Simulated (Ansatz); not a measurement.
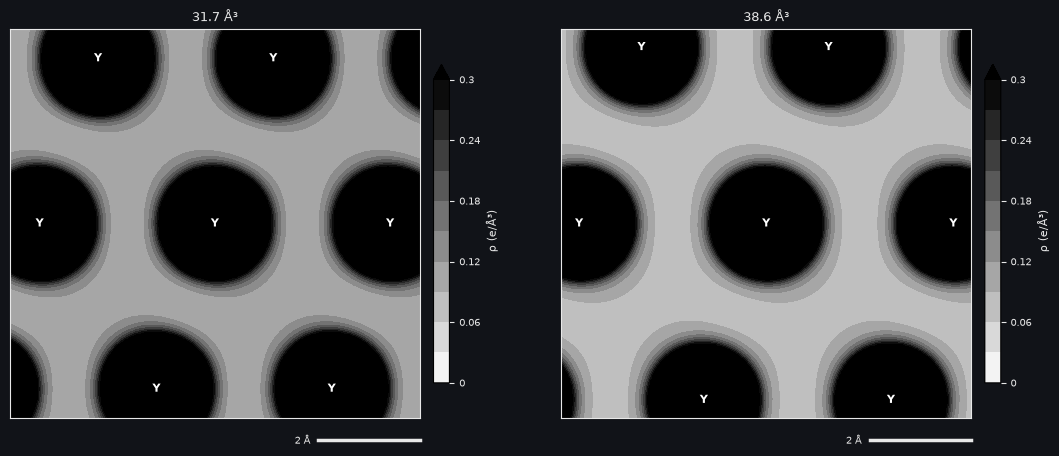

Y. The valence charge density (pseudo) of cells scaled evenly to different volumes (given per atom above each panel), on the (011̄) plane of each (indices in the axes of the cell below), at one length scale and on one colour scale.

A generated structure, not necessarily the stable one; computed without spin polarisation.

The calculation used DFT, RPBE, plane waves (420 eV) with PAW, scalar-relativistic in Ansatz 0.2.0.

The largest cell:

```cif
data_structure
_symmetry_space_group_name_H-M 'P 1'
_symmetry_Int_Tables_number 1
_cell_length_a 3.6872
_cell_length_b 3.6872
_cell_length_c 3.6872
_cell_angle_alpha 109.471
_cell_angle_beta 109.471
_cell_angle_gamma 109.471
_cell_volume 38.59
loop_
_atom_site_label
_atom_site_type_symbol
_atom_site_fract_x
_atom_site_fract_y
_atom_site_fract_z
_atom_site_occupancy
Y1 Y 0.00000 0.00000 0.00000 1
```

| volume (Å³/atom) | Y–Y contact in the plane (Å) | ρ at its midpoint (e/Å³) | pressure (GPa) | 
| --- | --- | --- | --- |
| 31.70 | 3.453 | 0.093 | 3.4 | 
| 37.21 | 3.643 | ? | ? | 
| 38.59 | 3.687 | 0.075 | −3.4 | 

> What values belong in the row with question marks?

Over the known rows ln ρ falls by 0.92 per Å of Y–Y distance (the line through the two), which gives 0.078 e/Å³ at 3.643 Å; the calculation gives 0.078 e/Å³. For the pressure, a straight line in volume between the neighbouring rows gives −2.0 GPa; the calculation gives −2.5, lower because pressure rises ever faster on compression.
